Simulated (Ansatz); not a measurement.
**CdTe: a failed or faulty run and its cure**

System: CdTe (F-43m, 2 atoms in the cell).
Method of run 1: Kohn-Sham DFT of a periodic cell, CAM-B3LYP, Ansatz PAW (Ansatz 0.2.0).

The structure derives from an entry of the Crystallography Open Database. Text and figures count atoms from 1; the logs count them from 0 in places.

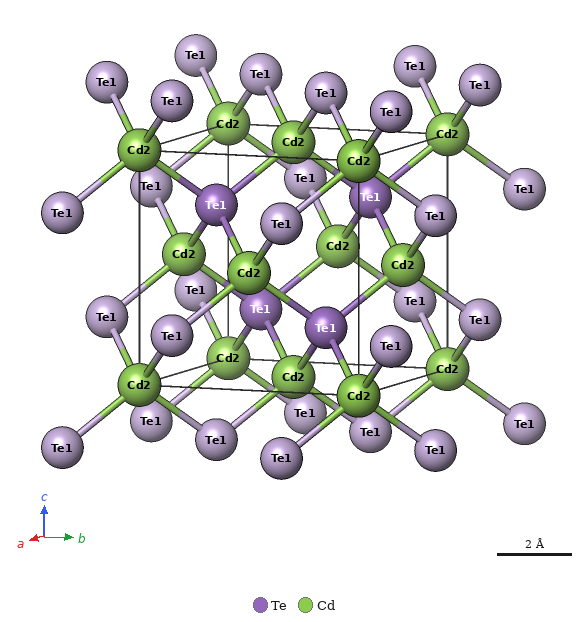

**Figure 1.** The input geometry (ball-and-stick view of the cell 4 times as large as that of the calculation, set on its symmetry axes, seen slightly off an axis; neighbours outside the cell are drawn fainter; atoms are numbered from 1 in the order of the input). Near neighbours in the crystal (not all of them lie inside the picture): Te has 4 Cd at 2.78 Å; Cd has 4 Te at 2.78 Å.

### Input file, run 1
```yaml
crystal:
  lattice:
    - [0.0, 3.205, 3.205]
    - [3.205, 0.0, 3.205]
    - [3.205, 3.205, 0.0]
  atoms:
    - { symbol: Te, position: [0.75, 0.75, 0.75] }
    - { symbol: Cd, position: [0.0, 0.0, 0.0] }
hamiltonian:
  xc: cam_b3lyp
  pseudopotentials: { kind: paw }
kpoints:
  mp_grid: { grid: [4, 4, 4] }
  band_path:
    path:
      - [[0.0, 0.0, 0.0], [0.5, 0.0, 0.5], [0.5, 0.25, 0.75], [0.375, 0.375, 0.75], [0.0, 0.0, 0.0], [0.5, 0.5, 0.5], [0.625, 0.25, 0.625], [0.5, 0.25, 0.75], [0.5, 0.5, 0.5], [0.375, 0.375, 0.75]]
      - [[0.625, 0.25, 0.625], [0.5, 0.0, 0.5]]
    npoints: 4
scf:
  occupations: { method: fermi_dirac, width: 0.05 }
  n_extra_bands: 6
output:
  forces: true
  stress: true
  eigenvalues: true
  fatbands: false
```

Launched with:
```bash
ansatz run input.yaml --threads 2 --pin off --max-ram 5632MiB --backend cpu --events-out ev --progress --plain --runs-dir out
```

Hardware: 2 threads of Arm Neoverse V1, 24 GiB of memory available, shared host.

### Output (run 1)
```
Error: kpoints.band_path / output.eigenstates.kpoints / output.eigenstates.nscf_kmesh / output.wannier / output.states_by_energy / output.dos.nscf_kmesh / output.optics.nscf_kmesh / output.boltztrap / output.local_orbitals.kmesh / output.polarization (unless states: scf) / output.orbitals (by a pass of its own) / gw: / phonons.commensurate_couplings.mesh / output.given_orbital_levels with hamiltonian.xc: <exact exchange of several ranges> with hamiltonian.xc: <exact exchange that reaches to infinity> — behind a hybrid SCF this pass is solved under, or applies, the exchange operator itself, at k-points off the SCF's mesh, which is served of several ranges of exact exchange only where none reaches to infinity: one that does (lc_wpbe's) diverges towards zero momentum transfer, and no level off the mesh has been held to a reference under several; use a hybrid whose last range ends, as hiss, or one of one range, or do without the pass
```

Q: What went wrong, and how is the input to be mended?

A: The program refused the input: “kpoints.band_path / output.eigenstates.kpoints / output.eigenstates.nscf_kmesh / output.wannier / output.states_by_energy / output.dos.nscf_kmesh / output.optics.nscf_kmesh / output.boltztrap / output.local_orbitals.kmesh / output.polarization (unless states: scf) / output.orbitals (by a pass of its own) / gw: / …”

A run of the same system that converges differs from this input as follows (lines with − go, lines with + come):
```diff
-  band_path:
-    path:
-      - [[0.0, 0.0, 0.0], [0.5, 0.0, 0.5], [0.5, 0.25, 0.75], [0.375, 0.375, 0.75], [0.0, 0.0, 0.0], [0.5, 0.5, 0.5], [0.625, 0.25, 0.625], [0.5, 0.25, 0.75], [0.5, 0.5, 0.5], [0.375, 0.375, 0.75]]
-      - [[0.625, 0.25, 0.625], [0.5, 0.0, 0.5]]
-    npoints: 4
-  n_extra_bands: 6
-  fatbands: false
+  write_density: true
+  write_potential: true
+  elf: true
+  volumetric_format: npy
```

### Output, shortened to warnings, some set-up lines, iterations and results (run 2)
```
Warning: output.stress: scf.convergence.dr2_threshold = 1e-7 eV (the SCF's general default) is looser than the 2e-10 eV advised for a printed stress (1e-10 eV for each atom of the cell: 2). What an SCF threshold leaves in a stress goes as its square root, and in the free energy as the threshold itself, and one threshold admits the most on a small cell: of the crystals measured, under no hybrid …
Warning: output.stress: scf.exx.energy_threshold = 1e-6 eV is looser than the 2e-8 eV advised for a stress under a hybrid functional (1e-8 eV for each atom of the cell: 2). Every SCF of the exchange loop can meet its threshold on dr2 while the loop round them stops early: no threshold on dr2 bounds what that leaves in the stress. Set scf.exx.energy_threshold to 2e-8 eV or tighter. The threshold …
Basis set: ecut = 420 eV, 1243 PW (Γ), exchange–correlation on 64×64×64 points (8 copies of the dense FFT grid, shifted against one another)
Symmetry: 24 space group operations
k-points: 8 of 64 (time reversal used)
Initial density: superposition of atomic densities (neutral atoms: chi_scale 0, normalization atom), corrected by the library's trained network
[...]
SCF iter   1: F=—  HF=-15291.366409 eV  |F-HF|=—  |Δ(HF+E_count)|=         —  Δρ=3.33e-3  dr2=7.66e-3  ethr=1.77e-3  ⟨swp⟩=7.9  Hψ=749  notcnv=0
SCF iter   2: F=—  HF=-15291.364684 eV  |F-HF|=—  |Δ(HF+E_count)|=   1.72e-3  Δρ=1.39e-3  dr2=6.97e-4  ethr=1.97e-6  ⟨swp⟩=3.0  Hψ=771  notcnv=0
SCF iter   3: F=—  HF=-15291.364629 eV  |F-HF|=—  |Δ(HF+E_count)|=   5.48e-5  Δρ=5.17e-4  dr2=1.04e-4  ethr=1.94e-6  ⟨swp⟩=3.0  Hψ=355  notcnv=0
SCF iter   4: F=-15291.364629 eV  HF=-15291.364635 eV  |F-HF|=6.04e-6  |Δ(HF+E_count)|=   6.07e-6  Δρ=1.63e-4  dr2=1.06e-5  ethr=2.89e-7  ⟨swp⟩=3.0  Hψ=397  notcnv=0
SCF 1 stopped early in 4 iterations: F = -15291.364629 eV  dr2 = 1.06e-5
[... 10 lines ...]
SCF iter   5: F=-15277.607467 eV  HF=-15277.607467 eV  |F-HF|=3.32e-9  |Δ(HF+E_count)|=   8.03e-9  Δρ=2.53e-6  dr2=3.68e-9  ethr=8.93e-11  ⟨swp⟩=4.1  Hψ=521  notcnv=0
SCF 3 converged in 5 iterations: F = -15277.607467 eV  dr2 = 3.68e-9
SCF iter   1: F=—  HF=-15277.607468 eV  |F-HF|=—  |Δ(HF+E_count)|=         —  Δρ=4.65e-6  dr2=1.17e-8  ethr=2.75e-9  ⟨swp⟩=4.6  Hψ=404  notcnv=0
SCF iter   2: F=-15277.607468 eV  HF=-15277.607468 eV  |F-HF|=3.18e-10  |Δ(HF+E_count)|=  9.26e-10  Δρ=1.81e-6  dr2=8.65e-10  ethr=3.13e-11  ⟨swp⟩=3.2  Hψ=409  notcnv=0
SCF 4 converged in 2 iterations: F = -15277.607468 eV  dr2 = 8.65e-10
  Residual-converged pass: ⟨swp⟩=3.0  Hψ=335  notcnv=0  max |occ|·‖R‖ = 2.4e-6 eV (tolerance 2.4e-6 eV)  dr2=8.63e-10  dr2_onsite=9.97e-11  max |Δocc| = 0.0e0
hybrid outer 3: dexx = +4.775e-9 eV, tail = 2.19e-9 eV, Δε = 3.69e-4 eV (about 6.88e-5 eV left of the loop's levels), ΔF = 1.62e-17 eV/Å (tail 1.37e-17)
hybrid SCF converged: 3 outer / 12 inner (+4 warm-up), last move |dexx| = 4.78e-9 eV, tail = 2.19e-9 eV
Stability not checked: this state was not tested for a lower state beside it, because the functional holds exact exchange (a hybrid, or Hartree-Fock), whose exchange loop this test does not read (fock_operator; see scf.lower_state_search)
Free energy (F): -15277.607468 eV
Frozen-core exchange: fock
Harris-Foulkes:  -15277.607468 eV  (|F-HF|=3.18e-10)
Internal energy: -15277.607468 eV  (E = F + TS)
E sigma→0 (E₀):  -15277.607468 eV
Fermi energy:    8.442422 eV
--- Per-component energies (eV) ---
  E_band       = -921.956843
  E_kinetic    = 688.589883
  E_local      = -5347.335216  (includes V_loc(G=0)·N_el)
  E_nonlocal   = -281.478798
  E_hartree    = 2709.065831
  E_xc         = -201.162926
  E_vxc        = -225.153633  (∫ρ·V_xc dr)
  E_exx        = -188.845216  (= α·E_x^exact, valence–valence)
  E_paw        = -8701.319796  (= ΣΔE_a)
  E_vpaw       = -797.019245  (= ΣTr[D̂ρ^β])
  E_aug_tail   = -0.000232  (compensation charges beyond the density's cutoff)
  E_ewald      = -3954.745301
  E_core_change = -0.375696  (= ΣΔE_core)
  E_smearing   = -0.000000  (= −TS)
  E_closure    = 0.000000  (closes the sum)
  Σ components = -15277.607468   (vs F -15277.607468, Δ=-1.82e-12)
--- Forces (eV/Å), atoms counted from 1 ---
  atom   1  Te     0.00000000    -0.00000000    -0.00000000
  atom   2  Cd    -0.00000000     0.00000000     0.00000000
  max |Σ_I F_I| component: 1.45e-16 eV/Å
--- Stress (GPa, compression-positive) ---
        3.766308       0.000000      -0.000000
       -0.000000       3.766308       0.000000
       -0.000000       0.000000       3.766308
  P = ⅓ Tr σ = 3.7663 GPa (37.663 kbar)
```

### The two runs side by side

```tsv
quantity	run 1	run 2
outcome	refused	converged
free energy per atom (eV)	–	−7638.8037
gap on the mesh (eV)	–	4.18
pressure (GPa)	–	3.77
volume per atom (Å³)	–	32.92
largest force (eV/Å)	–	0.000
SCF iterations	–	16
irreducible k-points	–	8
plane waves at Γ	–	1243
```

Notes on run 2: The program warns: the exchange loop's threshold is looser than advised for the stress; the SCF threshold is looser than advised for the printed stress. Points of doubt noted for this run: forces on files of another functional.
